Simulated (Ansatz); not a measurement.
ZrS

Input

```
crystal:
  lattice:
    - [0.0, 2.5055830895, 2.58307535]
    - [2.5055830895, 0.0, 2.58307535]
    - [2.5055830895, 2.5055830895, 0.0]
  atoms:
    - { symbol: Zr, position: [0.0, 0.0, 0.0] }
    - { symbol: S, position: [0.5, 0.5, 0.5] }
basis:
  ecutwfc: 420
kpoints:
  mp_grid: { grid: [20, 20, 20] }
hamiltonian:
  xc: pbesol
scf:
  occupations: { method: gaussian, width: 0.15 }
output:
  forces: true
  stress: true
  eigenvalues: true
  write_density: true
  write_potential: true
  elf: true
  volumetric_format: npy
```

Command:

```sh
ansatz run input.yaml --threads 2 --pin off --max-ram 5120MiB --backend cpu --events-out ev --progress --plain --runs-dir out
```

Below, planes, directions and counts refer to the conventional cell (a = 3.54 Å, b = 3.54 Å, c = 5.17 Å, α = 90.00°, β = 90.00°, γ = 90.00°).

Space group I4/mmm; changed on purpose from its base cell (strain -0.030 along x and y, +0.000 along z, atoms carried along); computed pressure about 11 GPa in this cell.

Level of theory: Ansatz, DFT PBEsol, scalar-relativistic, plane waves, PAW.

Core electrons are frozen (PAW), and the valence fields are smoothed inside the atomic spheres.

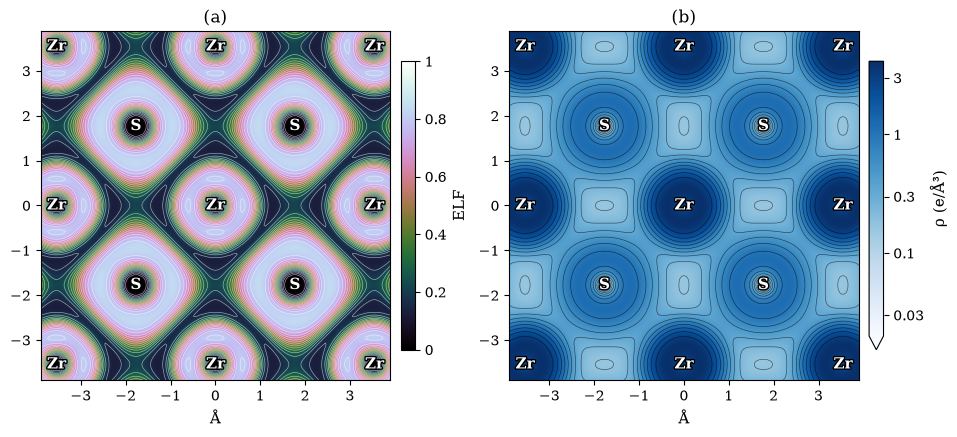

Figure 1. (a) ELF; (b) valence pseudo-density on the (001) plane of the conventional cell.

Q: Describe what can be read from this map.

A:
- Atoms in the plane: Zr and S.
- Zr–S (2.51 Å): ρ at the midpoint is about 0.42 e/Å³; the ELF peaks at about 0.80 in the valence shell of S, 0.8 Å from its nucleus, and is about 0.25 at the midpoint; no shared electron pair shows on this line.
- Between the atoms the lowest density in this plane is 0.16 e/Å³.
- The features right at Zr lie inside the PAW spheres, where the map follows smoothed inner orbitals and isn't to be read closely.

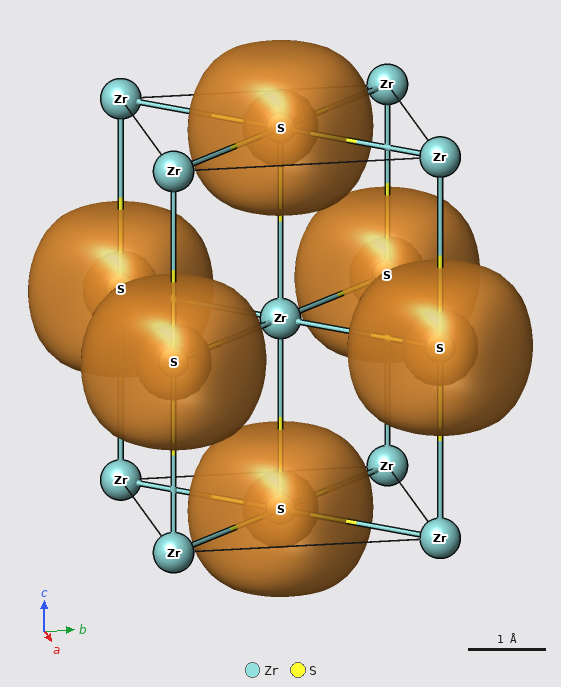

Figure 2. Isosurface of the electron localisation function at 0.6 (orange), seen slightly off an axis. Core shells and regions of very low density are left out. Sticks mark near contacts.

Q: What do the ELF domains correspond to?

A: At this value the surface marks out two regions wrapped around S (the valence shell of each), counted in one cell of 4 atoms. Any copies at cell faces, edges or corners count once. Profiles from the grid: Zr–S (2.58 Å): the ELF peaks at about 0.80 in the valence shell of S, 0.8 Å from its nucleus, and is about 0.25 at the midpoint; no localised pair shows between them.

Q: Does the calculation give a band gap?

A: It is gapless in this calculation (a metal or semimetal).
